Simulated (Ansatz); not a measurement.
# Single-point calculation, with input and output: WS2

WS2 (6 atoms in the cell), computed with DFT r2SCAN, scalar-relativistic, plane waves, PAW, no spin polarisation (Ansatz 0.2.0).

The structure derives from a Materials Project entry. It belongs to a series of runs on one base structure; here: all atoms moved at random (sigma 0.03 A a component), cell strained at random (sigma 0.05). Figures and captions count atoms from 1; the log counts them from 0 in places.

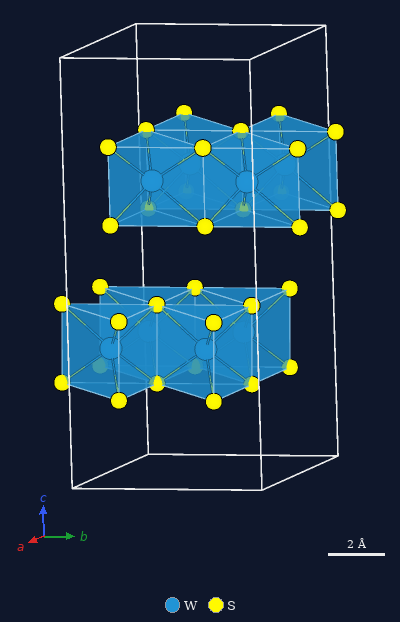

**Figure 1.** The input geometry (polyhedral view of the 2 × 2 repeat of the cell, with the vacuum cut short, seen slightly off an axis; polyhedra are completed across the faces of the cell). An atom can appear more than once, as a periodic image.

## Input file
```yaml
crystal:
  lattice:
    - [3.3684064828, -0.0677575569, 0.1068494384]
    - [-1.742883007, 2.9683927555, -0.1153276247]
    - [0.7944795367, -0.5314848304, 22.1585662559]
  atoms:
    - { symbol: W, position: [0.33961088, 0.6658031144, 0.6370201114] }
    - { symbol: W, position: [0.659917768, 0.3124315906, 0.3642617899] }
    - { symbol: S, position: [0.3242904923, 0.6514329329, 0.2961335531] }
    - { symbol: S, position: [0.6640210096, 0.3433776039, 0.5706963548] }
    - { symbol: S, position: [0.3462542071, 0.6825343007, 0.4292040667] }
    - { symbol: S, position: [0.6659056429, 0.3444204575, 0.7026841241] }
basis:
  ecutwfc: 500
kpoints:
  mp_grid: { grid: [12, 12, 2] }
hamiltonian:
  xc: r2scan
scf:
  occupations: { method: gaussian, width: 0.05 }
output:
  forces: true
  stress: true
  eigenvalues: true
```

Machine: 2 threads of Intel Xeon @ 2.50GHz (Skylake/Cascade Lake), 189 GiB of memory available, shared host.

Command:
```bash
ansatz run input.yaml --threads 2 --pin off --max-ram 5120MiB --backend cpu --events-out ev --progress --plain --runs-dir out
```

## The program's output
```
Engine: ansatz 0.2.0, x86_64-unknown-linux-gnu
Pseudopotentials: kind: paw
Pseudopotential: W, paw, valence charge 14, recommended cutoff 500 eV (meta_gga), W.paw.azcp
Pseudopotential: S, paw, valence charge 6, recommended cutoff 500 eV (meta_gga), S.paw.azcp
Functional definition: r2SCAN
  parameter k0 = 0.174
  parameter k1 = 0.065
  parameter a1 = 4.9479
  exchange = r2scan_x(k0 = k0, k1 = k1, a1 = a1)
  correlation = r2scan_c
Crystal: 6 atoms, lattice volume = 218.588 Å³
Basis set: ecut = 500 eV, 5523 PW (Γ), exchange–correlation on 100×108×648 points (64 copies of the dense FFT grid, shifted against one another)
Bands: 32, of which v1, the nominal top of the filled ones, is band 26 counted from 1 (25 counted from 0)
Symmetry: 1 space group operations
Space group: P1 (ITA 1), of the structure as read, at distance tolerance 6.0e-5 Å
k-points: 148 of 288 (time reversal used)
Non-local potential: W, projectors of the file, l = 0: 3, l = 1: 2, l = 2: 2, l = 3: 1
Non-local potential: S, projectors of the file, l = 0: 2, l = 1: 2, l = 2: 2
PAW form: soft (Blöchl's): semilocal exchange-correlation on the pseudo side does not see the compensation charge
PAW frozen core: W, regenerated for the run's functional (the file was generated under x = pbe(κ = 0.804, μ = 0.2195149727645171), c = pbe(β = 0.06672455060314922))
PAW frozen core: S, regenerated for the run's functional (the file was generated under x = pbe(κ = 0.804, μ = 0.2195149727645171), c = pbe(β = 0.06672455060314922))
PAW one-centre angular grid: W, 590 points (default); XC on 160 Gauss nodes
PAW one-centre angular grid: S, 302 points (default); XC on 160 Gauss nodes
Initial density: superposition of atomic densities (neutral atoms: chi_scale 0, normalization atom), corrected by the library's trained network
Initial wavefunctions: pseudopotential atomic-orbital guess
Functional: x = r2scan, c = r2scan; τ floored in thin density (d = 2e-4 eV/Å³)
SCF iter   1: F=—  HF=-24422.024030 eV  |F-HF|=—  |Δ(HF+E_count)|=         —  Δρ=5.04e-3  dr2=3.40e-2  dr2_τ=1.29e-1  ethr=1.77e-3  ⟨swp⟩=8.9  Hψ=25048  notcnv=0
preconditioner: auto → LDOS  [insulator: Δε(μ)=0.191 eV  Ē_g=8.323 eV  σ=0.050 eV  W_gap=0.62  n_scr=20 (ndim 8)  ℏωp=15.1 eV  f_vac=0.452  D(μ)=0.43/eV (n_scr^D=4)  ε∞_Penn≈4.3  β→1.0]
SCF iter   2: F=—  HF=-24422.148547 eV  |F-HF|=—  |Δ(HF+E_count)|=   1.25e-1  Δρ=2.91e-3  dr2=3.45e-2  dr2_τ=1.80e-3  ethr=6.54e-5  ⟨swp⟩=3.3  Hψ=13893  notcnv=0  defer=254
SCF iter   3: F=—  HF=-24422.140290 eV  |F-HF|=—  |Δ(HF+E_count)|=   8.26e-3  Δρ=1.12e-3  dr2=6.30e-3  dr2_τ=4.95e-4  ethr=6.54e-5  ⟨swp⟩=2.2  Hψ=7898  notcnv=0  defer=252
SCF iter   4: F=—  HF=-24422.140963 eV  |F-HF|=—  |Δ(HF+E_count)|=   6.73e-4  Δρ=6.47e-4  dr2=4.77e-3  dr2_τ=1.23e-4  ethr=1.21e-5  ⟨swp⟩=2.0  Hψ=6558  notcnv=0  defer=252
SCF iter   5: F=—  HF=-24422.140370 eV  |F-HF|=—  |Δ(HF+E_count)|=   5.94e-4  Δρ=2.45e-4  dr2=4.23e-4  dr2_τ=8.25e-6  ethr=9.17e-6  ⟨swp⟩=2.0  Hψ=5855  notcnv=0  defer=252
SCF iter   6: F=—  HF=-24422.140329 eV  |F-HF|=—  |Δ(HF+E_count)|=   4.09e-5  Δρ=1.05e-4  dr2=1.94e-4  dr2_τ=4.11e-6  ethr=8.13e-7  ⟨swp⟩=2.2  Hψ=6793  notcnv=0  defer=252
SCF iter   7: F=—  HF=-24422.140312 eV  |F-HF|=—  |Δ(HF+E_count)|=   1.72e-5  Δρ=4.80e-5  dr2=1.48e-5  dr2_τ=8.62e-7  ethr=3.73e-7  ⟨swp⟩=2.0  Hψ=5932  notcnv=0  defer=252
SCF iter   8: F=—  HF=-24422.140497 eV  |F-HF|=—  |Δ(HF+E_count)|=   1.85e-4  Δρ=1.79e-5  dr2=8.93e-7  dr2_τ=4.78e-8  ethr=2.84e-8  ⟨swp⟩=2.3  Hψ=7001  notcnv=0  defer=252
SCF iter   9: F=—  HF=-24422.140498 eV  |F-HF|=—  |Δ(HF+E_count)|=   9.34e-7  Δρ=8.56e-6  dr2=2.80e-7  dr2_τ=2.02e-8  ethr=1.72e-9  ⟨swp⟩=2.3  Hψ=8304  notcnv=0  defer=252
SCF iter  10: F=-24422.140498 eV  HF=-24422.140498 eV  |F-HF|=2.82e-8  |Δ(HF+E_count)|=   7.98e-8  Δρ=3.58e-6  dr2=2.48e-8  dr2_τ=1.37e-9  ethr=1.92e-10  ⟨swp⟩=11.6  Hψ=23186  notcnv=0
SCF 1 converged in 10 iterations: F = -24422.140498 eV  dr2 = 2.48e-8
  greatest PAW one-centre occupation: 0.999 electrons in one spin orbital (limit 2), on the W atom at site 1 (counted from 0), in its partial waves of l = 0
```

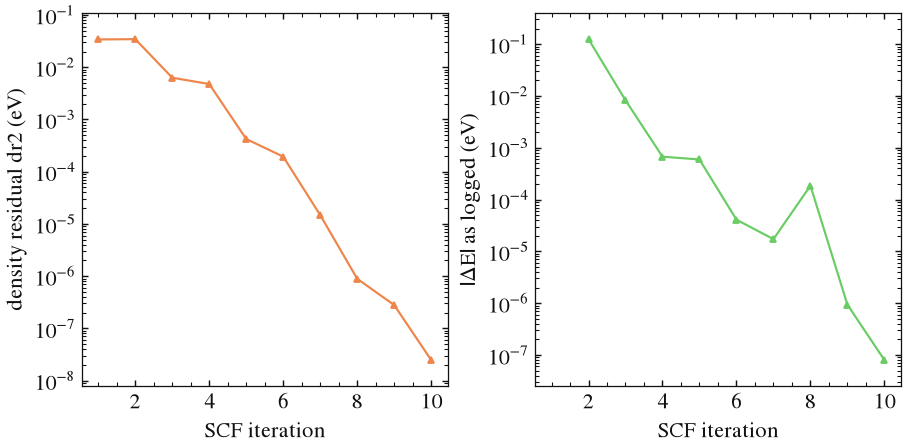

**Figure 2.** Convergence of the self-consistent field: density residual dr2 and size of the energy change against the SCF iteration. The residual falls almost steadily, with no more than small rises.

```
SCF converged after 10 iterations
Free energy (F): -24422.140498 eV
Harris-Foulkes:  -24422.140498 eV  (|F-HF|=2.82e-8)
Internal energy: -24422.139841 eV  (E = F + TS)
E sigma→0 (E₀):  -24422.140170 eV
Entropy (-TS):   -0.000657 eV (-0.109 meV/atom)
Fermi energy:    3.188537 eV
--- Per-component energies (eV) ---
  E_band       = -864.435450
  E_kinetic    = 1324.011331
  E_local      = -25821.122697  (includes V_loc(G=0)·N_el)
  E_nonlocal   = 115.760388
  E_hartree    = 12326.697939
  E_xc         = -862.369804
  E_vxc        = -894.295728  (∫ρ·V_xc dr)
  E_paw        = -19624.095389  (= ΣΔE_a)
  E_vpaw       = -286.879069  (= ΣTr[D̂ρ^β])
  E_aug_tail   = -0.000093  (compensation charges beyond the density's cutoff)
  E_vtau       = 44.689391  (kinetic-family band-sum trace: ∫τ·v_τ [+ j·A + Jᵃ·Aᵃ] dr)
  E_ewald      = 8120.593448
  E_core_change = -1.614965  (= ΣΔE_core)
  E_smearing   = -0.000657  (= −TS)
  E_closure    = -0.000000  (closes the sum)
  Σ components = -24422.140498   (vs F -24422.140498, Δ=0.00e0)
--- Forces (eV/Å), atoms counted from 1 ---
  atom   1  W     -0.82533069     0.76247638    -0.11719380
  atom   2  W     -0.12758837     0.90526560    -0.75490315
  atom   3  S      0.91805114    -0.57133562    -0.31096147
  atom   4  S      1.43007632    -0.95648535    -0.80310651
  atom   5  S     -0.76586337    -0.35000391     0.98142429
  atom   6  S     -0.62936525     0.21011086     1.00468488
  max |Σ_I F_I| component: 5.58e-5 eV/Å
--- Stress (GPa, compression-positive) ---
       -6.575185       0.998574      -4.363944
        0.998574      -6.934239       1.759348
       -4.363944       1.759348       3.511347
  P = ⅓ Tr σ = -3.3327 GPa (-33.327 kbar)
--- Band table (eV; the first three rows and the last of 148) ---
  k-point 0: bands = ["-73.8984", "-73.8637", "-37.4784", "-37.4513", "-37.4221", "-37.4168", "-37.3944", "-37.3878", "-12.9963", "-12.9029", "-11.0649", "-10.8942", "-4.0892", "-3.5834", "-1.6553", "-1.6239", "-1.3091", "-1.1920", "-0.4293", "-0.3600", "0.1671", "0.2381", "0.4673", "1.3535", "2.7899", "3.2078", "4.2684", "4.5675", "4.9280", "5.1110", "5.1433", "5.2083"]
  k-point 1: bands = ["-73.8984", "-73.8637", "-37.4784", "-37.4513", "-37.4221", "-37.4168", "-37.3944", "-37.3878", "-12.9963", "-12.9029", "-11.0649", "-10.8942", "-4.0892", "-3.5834", "-1.6553", "-1.6239", "-1.3091", "-1.1920", "-0.4293", "-0.3600", "0.1671", "0.2381", "0.4673", "1.3535", "2.7899", "3.2078", "4.2684", "4.5675", "4.9280", "5.1110", "5.1433", "5.2084"]
  k-point 2: bands = ["-73.8979", "-73.8631", "-37.4856", "-37.4584", "-37.4281", "-37.4176", "-37.4028", "-37.3862", "-12.9027", "-12.8086", "-11.0393", "-10.8737", "-3.9825", "-3.4794", "-1.7834", "-1.7232", "-1.3058", "-1.2665", "-0.6243", "-0.5531", "-0.0799", "0.0432", "0.6958", "1.4186", "2.6587", "2.9603", "4.4479", "4.5048", "4.9623", "5.0573", "5.1587", "5.2669"]
  k-point 147: bands = ["-73.8914", "-73.8566", "-37.6525", "-37.6327", "-37.4611", "-37.4364", "-37.3896", "-37.3552", "-11.4054", "-11.3094", "-10.7136", "-10.5926", "-4.2522", "-4.1206", "-2.5955", "-2.5425", "-2.4012", "-1.9653", "-1.4901", "-1.3527", "0.2271", "0.3306", "0.4388", "0.5849", "1.4349", "1.5619", "4.2504", "4.3366", "4.6114", "4.7295", "6.1455", "6.6034"]
```

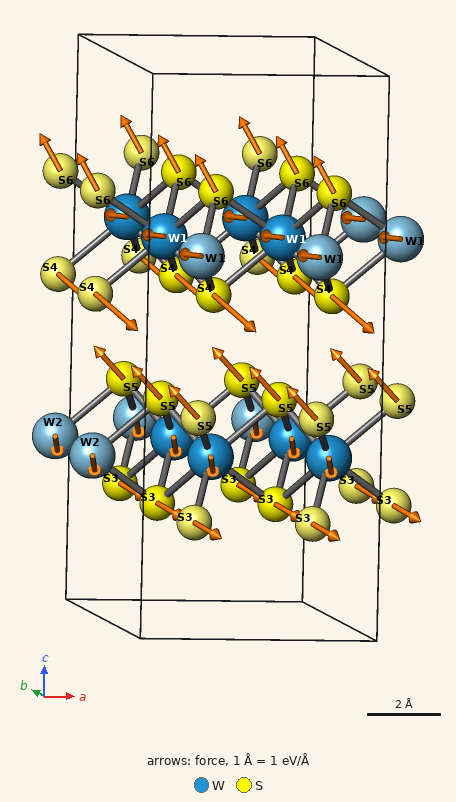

**Figure 3.** Forces on the atoms as orange arrows (ball-and-stick view of the 2 × 2 repeat of the cell, with the vacuum cut short, seen slightly off an axis; neighbours outside the cell are drawn fainter; atoms are numbered from 1 in the order of the input). The largest act on S4 (1.90 eV/Å); S5 (1.29 eV/Å); S6 (1.20 eV/Å); W2 (1.19 eV/Å), among others. The geometry is not a stationary point of this energy.

## Key numbers

- outcome: converged
- space group (tolerance 0.01 Å): P1 (1)
- electrons treated: 52
- free energy: −24422.1405 eV
- Fermi energy: 3.189 eV
- gap on the k-point mesh: none (metallic)
- pressure: −3.33 GPa
- largest force (length of the vector): 1.899 eV/Å
- wall time: 2.9 min (CPU time 5.7 min)
- peak memory: 1.5 GiB

## Notes

Spin–orbit coupling is left out, which matters for W.
